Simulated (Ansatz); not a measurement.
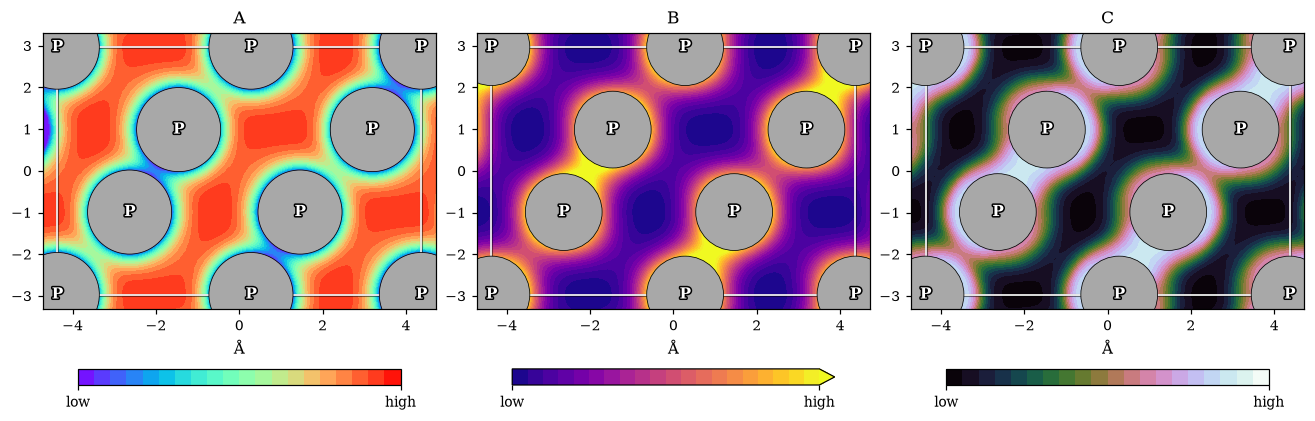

P: 3 fields on the (110) plane of the conventional cell, with unlabelled colour scales. Grey discs cover the atomic cores.

Space group R-3m; a structure from a database of computed crystals, not necessarily the ambient phase.

All numbers below come from DFT PBE+D3(BJ), scalar-relativistic, plane waves, PAW in Ansatz.

Match the panels to the quantities (electron localisation function, electrostatic potential energy of an electron and valence pseudo-density).

Panel A: electrostatic potential energy of an electron (low next to the atoms, rising into the space between them). Panel B: valence pseudo-density. Panel C: electron localisation function. From the grid: P–P (2.30 Å): ρ is about 0.67 e/Å³ halfway; the ELF peaks at about 0.90 between the atoms.
